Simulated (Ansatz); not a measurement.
## Two runs on Pt

System: Pt (1 atom in the cell).
Method of the first run: DFT, revPBE, plane waves, PAW, no spin polarisation (Ansatz 0.2.0).

The structure derives from a Materials Project entry. Text and figures count atoms from 1; the logs count them from 0 in places.

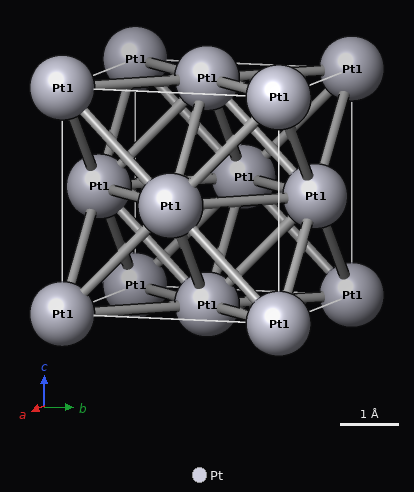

Figure 1. The starting structure (ball-and-stick view of the cell 4 times as large as that of the calculation, set on its symmetry axes, seen slightly off an axis; atoms are numbered from 1 in the order of the input). Near neighbours in the crystal (not all of them lie inside the picture): Pt has 12 Pt at 2.79 Å.

## The input, the first run
```yaml
crystal:
  lattice:
    - [0.0, 1.97157518, 1.97157518]
    - [1.97157518, 0.0, 1.97157518]
    - [1.97157518, 1.97157518, 0.0]
  atoms:
    - { symbol: Pt, position: [0.0, 0.0, 0.0] }
basis:
  ecutwfc: 420
kpoints:
  mp_grid: { grid: [18, 18, 18] }
hamiltonian:
  xc: revpbe
scf:
  occupations: { method: gaussian, width: 0.1 }
output:
  forces: true
  eigenvalues: true
  stress: true
relax:
  adjacent_minimum: "off"
  f_tol: 0.005
  max_steps: 80
  cell: { stress_tol: 0.05 }
accuracy: high
```

Launched with:
```bash
ansatz run input.yaml --threads 4 --pin off --max-ram 8192MiB --backend cpu --events-out ev --progress --plain --runs-dir out
```

Hardware: 4 threads of AMD EPYC (Zen 3), 189 GiB of memory available, shared host.

## Output, shortened to warnings, some set-up lines, iterations and results (the first run)
```
Basis set: ecut = 420 eV, 307 PW (Γ), exchange–correlation on 48×48×48 points (8 copies of the dense FFT grid, shifted against one another)
Symmetry: 48 space group operations
k-points: 195 of 5832
Initial density: superposition of atomic densities (neutral atoms: chi_scale 0, normalization atom), corrected by the library's trained network
[...]
SCF iter   1: F=—  HF=-12532.807941 eV  |F-HF|=—  |Δ(HF+E_count)|=         —  Δρ=3.59e-3  dr2=5.49e-4  ethr=1.77e-3  ⟨swp⟩=5.0  Hψ=13767  notcnv=0
SCF iter   2: F=—  HF=-12532.808361 eV  |F-HF|=—  |Δ(HF+E_count)|=   4.20e-4  Δρ=1.87e-3  dr2=9.90e-5  ethr=3.05e-6  ⟨swp⟩=1.8  Hψ=4752  notcnv=0
SCF iter   3: F=—  HF=-12532.808557 eV  |F-HF|=—  |Δ(HF+E_count)|=   1.96e-4  Δρ=3.90e-4  dr2=1.04e-5  ethr=5.50e-7  ⟨swp⟩=2.1  Hψ=3302  notcnv=0
SCF iter   4: F=-12532.808562 eV  HF=-12532.808562 eV  |F-HF|=1.05e-7  |Δ(HF+E_count)|=   5.06e-6  Δρ=4.54e-5  dr2=7.55e-8  ethr=5.79e-8  ⟨swp⟩=2.0  Hψ=3507  notcnv=0
SCF iter   5: F=-12532.808562 eV  HF=-12532.808562 eV  |F-HF|=7.43e-9  |Δ(HF+E_count)|=   1.09e-7  Δρ=1.12e-5  dr2=1.42e-8  ethr=4.20e-10  ⟨swp⟩=2.6  Hψ=4498  notcnv=0
[... 33 lines ...]
SCF iter   3: F=—  HF=-12532.821360 eV  |F-HF|=—  |Δ(HF+E_count)|=   4.27e-7  Δρ=7.42e-6  dr2=5.45e-9  ethr=2.64e-10  ⟨swp⟩=2.5  Hψ=3825  notcnv=0
SCF iter   4: F=—  HF=-12532.821360 eV  |F-HF|=—  |Δ(HF+E_count)|=   3.96e-9  Δρ=2.47e-6  dr2=1.87e-10  ethr=3.03e-11  ⟨swp⟩=2.3  Hψ=3795  notcnv=0
SCF iter   5: F=-12532.821360 eV  HF=-12532.821360 eV  |F-HF|=3.64e-12  |Δ(HF+E_count)|=  8.89e-10  Δρ=1.69e-7  dr2=1.18e-12  ethr=1.00e-12  ⟨swp⟩=3.1  Hψ=10639  notcnv=0
SCF 6 converged in 5 iterations: F = -12532.821360 eV  dr2 = 1.18e-12
relax step   6: F+E_penalty+E_count = -12532.82135976 eV  Δ(F+E_penalty+E_count) = -2.307e-4 eV  max|allowed force component| = 0.000e0 eV/Å  Δτ_max = 0.0000 Å  P = -0.016 …
basis re-selected at this cell: Δ(F+E_penalty+E_count) = -2.307e-4 eV, ΔP = -0.017 GPa vs the last step (what re-selecting the basis moved, of the pressure what is left beyond the Pulay correction that the steps carried, after the strain that the cell walked since its last selection, with what the …
SCF converged after 5 iterations
Free energy (F): -12532.821360 eV
Harris-Foulkes:  -12532.821360 eV  (|F-HF|=3.64e-12)
Internal energy: -12532.809934 eV  (E = F + TS)
E sigma→0 (E₀):  -12532.815647 eV
Entropy (-TS):   -0.011425 eV (-11.425 meV/atom)
Fermi energy:    21.983857 eV
--- Per-component energies (eV) ---
  E_band       = -149.668039
  E_kinetic    = 636.668645
  E_local      = -1525.468351  (includes V_loc(G=0)·N_el)
  E_nonlocal   = 199.354845
  E_hartree    = 564.865492
  E_xc         = -261.615760
  E_vxc        = -302.317503  (∫ρ·V_xc dr)
  E_paw        = -9463.560068  (= ΣΔE_a)
  E_vpaw       = -287.636872  (= ΣTr[D̂ρ^β])
  E_aug_tail   = 0.000206  (compensation charges beyond the density's cutoff)
  E_ewald      = -2683.027930
  E_core_change = -0.027013  (= ΣΔE_core)
  E_smearing   = -0.011425  (= −TS)
  E_closure    = 0.000000  (closes the sum)
  Σ components = -12532.821360   (vs F -12532.821360, Δ=0.00e0)
--- Forces (eV/Å), atoms counted from 1 ---
  atom   1  Pt    -0.00000000     0.00000000     0.00000000
  max |Σ_I F_I| component: 1.48e-31 eV/Å
--- Stress (GPa, compression-positive) ---
       -0.016275      -0.000000      -0.000000
       -0.000000      -0.016275      -0.000000
       -0.000000       0.000000      -0.016275
  P = ⅓ Tr σ = -0.0163 GPa (-0.163 kbar)
--- Relaxed structure (5 steps of the walk, 4 accepted, 1 SCFs on fresh bases) ---
  F+E_penalty+E_count = -12532.82135976 eV   max|allowed force component| = 0.000e0 eV/Å   (the final SCF, on the basis selected at the relaxed cell)
  cell:  # Å, volume = 15.8359 Å³
    - [-2.034170933357796e-34, 1.9931404376116715, 1.9931404376116715]
    - [1.9931404376116715, -3.0532395807363927e-34, 1.9931404376116715]
    - [1.9931404376116715, 1.9931404376116715, -3.0572232197373547e-34]
  atoms:
    - { symbol: Pt, position: [0.0, 0.0, 0.0] }
```

For the second run the input was changed thus:
```diff
-  xc: revpbe
+  xc: pbe
-accuracy: high
```

What does this change do to the results?

The total energies belong to different methods, so their difference says nothing on which is more stable or more accurate. The volume per atom goes from 15.84 to 15.65 Å³. The functional changes from revPBE to PBE. The SCF takes 26 iterations over all geometry steps against 31.

## Output, shortened to warnings, some set-up lines, iterations and results (the second run)
```
Basis set: ecut = 420 eV, 307 PW (Γ), exchange–correlation on 40×40×40 points (8 copies of the dense FFT grid, shifted against one another)
Symmetry: 48 space group operations
k-points: 195 of 5832
Initial density: superposition of atomic densities (neutral atoms: chi_scale 0, normalization atom), corrected by the library's trained network
[...]
SCF iter   1: F=—  HF=-12523.010664 eV  |F-HF|=—  |Δ(HF+E_count)|=         —  Δρ=3.13e-3  dr2=2.34e-4  ethr=1.77e-3  ⟨swp⟩=5.0  Hψ=13856  notcnv=0
SCF iter   2: F=—  HF=-12523.011050 eV  |F-HF|=—  |Δ(HF+E_count)|=   3.86e-4  Δρ=1.75e-3  dr2=8.46e-5  ethr=1.30e-6  ⟨swp⟩=2.5  Hψ=5631  notcnv=0
SCF iter   3: F=—  HF=-12523.011230 eV  |F-HF|=—  |Δ(HF+E_count)|=   1.80e-4  Δρ=3.64e-4  dr2=2.02e-5  ethr=4.70e-7  ⟨swp⟩=2.0  Hψ=3533  notcnv=0
SCF iter   4: F=—  HF=-12523.011224 eV  |F-HF|=—  |Δ(HF+E_count)|=   5.95e-6  Δρ=1.09e-4  dr2=1.20e-6  ethr=1.12e-7  ⟨swp⟩=2.6  Hψ=3626  notcnv=0
SCF iter   5: F=-12523.011224 eV  HF=-12523.011224 eV  |F-HF|=1.31e-8  |Δ(HF+E_count)|=   3.69e-8  Δρ=2.32e-5  dr2=4.90e-8  ethr=6.66e-9  ⟨swp⟩=2.1  Hψ=3440  notcnv=0
[... 26 lines ...]
SCF iter   3: F=—  HF=-12523.016398 eV  |F-HF|=—  |Δ(HF+E_count)|=   6.09e-7  Δρ=1.07e-5  dr2=4.67e-9  ethr=1.31e-10  ⟨swp⟩=2.3  Hψ=3453  notcnv=0
SCF iter   4: F=—  HF=-12523.016398 eV  |F-HF|=—  |Δ(HF+E_count)|=   2.60e-8  Δρ=1.10e-6  dr2=5.53e-11  ethr=2.59e-11  ⟨swp⟩=2.4  Hψ=3902  notcnv=0
SCF iter   5: F=-12523.016398 eV  HF=-12523.016398 eV  |F-HF|=1.82e-12  |Δ(HF+E_count)|=  3.09e-11  Δρ=6.02e-8  dr2=1.86e-13  ethr=1.00e-12  ⟨swp⟩=4.9  Hψ=9118  notcnv=0
SCF 5 converged in 5 iterations: F = -12523.016398 eV  dr2 = 1.86e-13
relax step   5: F+E_penalty+E_count = -12523.01639808 eV  Δ(F+E_penalty+E_count) = -1.423e-4 eV  max|allowed force component| = 0.000e0 eV/Å  Δτ_max = 0.0000 Å  P = -0.028 …
basis re-selected at this cell: Δ(F+E_penalty+E_count) = -1.423e-4 eV, ΔP = -0.010 GPa vs the last step (what re-selecting the basis moved, of the pressure what is left beyond the Pulay correction that the steps carried, after the strain that the cell walked since its last selection, with what the …
SCF converged after 5 iterations
Free energy (F): -12523.016398 eV
Harris-Foulkes:  -12523.016398 eV  (|F-HF|=1.82e-12)
Internal energy: -12523.005153 eV  (E = F + TS)
E sigma→0 (E₀):  -12523.010776 eV
Entropy (-TS):   -0.011245 eV (-11.245 meV/atom)
Fermi energy:    22.284111 eV
--- Per-component energies (eV) ---
  E_band       = -145.405104
  E_kinetic    = 636.993165
  E_local      = -1509.548030  (includes V_loc(G=0)·N_el)
  E_nonlocal   = 199.798390
  E_hartree    = 559.112241
  E_xc         = -261.597473
  E_vxc        = -302.597048  (∫ρ·V_xc dr)
  E_paw        = -9453.889243  (= ΣΔE_a)
  E_vpaw       = -288.276274  (= ΣTr[D̂ρ^β])
  E_aug_tail   = 0.000204  (compensation charges beyond the density's cutoff)
  E_ewald      = -2693.874407
  E_smearing   = -0.011245  (= −TS)
  E_closure    = 0.000000  (closes the sum)
  Σ components = -12523.016398   (vs F -12523.016398, Δ=0.00e0)
--- Forces (eV/Å), atoms counted from 1 ---
  atom   1  Pt    -0.00000000     0.00000000    -0.00000000
  max |Σ_I F_I| component: 4.11e-32 eV/Å
--- Stress (GPa, compression-positive) ---
       -0.027959      -0.000000      -0.000000
       -0.000000      -0.027959      -0.000000
       -0.000000      -0.000000      -0.027959
  P = ⅓ Tr σ = -0.0280 GPa (-0.280 kbar)
--- Relaxed structure (4 steps of the walk, 3 accepted, 1 SCFs on fresh bases) ---
  F+E_penalty+E_count = -12523.01639808 eV   max|allowed force component| = 0.000e0 eV/Å   (the final SCF, on the basis selected at the relaxed cell)
  cell:  # Å, volume = 15.6454 Å³
    - [-7.388289447698606e-34, 1.985115359701411, 1.985115359701411]
    - [1.985115359701411, 1.2738430082238982e-35, 1.985115359701411]
    - [1.985115359701411, 1.985115359701411, -6.369215041119487e-35]
  atoms:
    - { symbol: Pt, position: [0.0, 0.0, 0.0] }
```

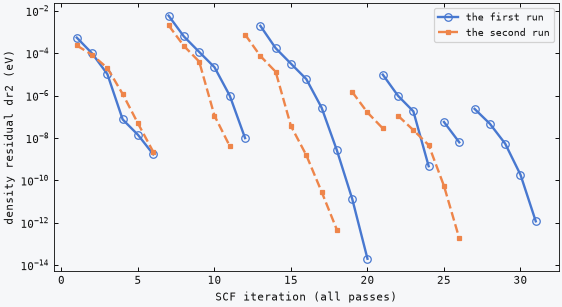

Figure 2. Convergence of the two runs: density residual dr2 against the SCF iteration. A break in a curve parts two SCF passes. The first run takes 31 iterations in all, and the second run takes 26.

## The two runs side by side

| quantity | the first run | the second run |
| --- | --- | --- |
| outcome | converged | converged |
| free energy per atom (eV) | −12532.8214 | −12523.0164 |
| energy per atom, smearing taken to zero (eV) | −12532.8156 | −12523.0108 |
| gap on the mesh (eV) | 0.00 | 0.00 |
| pressure (GPa) | −0.02 | −0.03 |
| volume per atom (Å³) | 15.84 | 15.65 |
| largest force (eV/Å) | 0.000 | 0.000 |
| SCF iterations | 31 | 26 |
| irreducible k-points | 195 | 195 |
| wall time (shared host) | 11 s | 8.1 s |

For both runs: Spin–orbit coupling is left out, which matters for Pt.
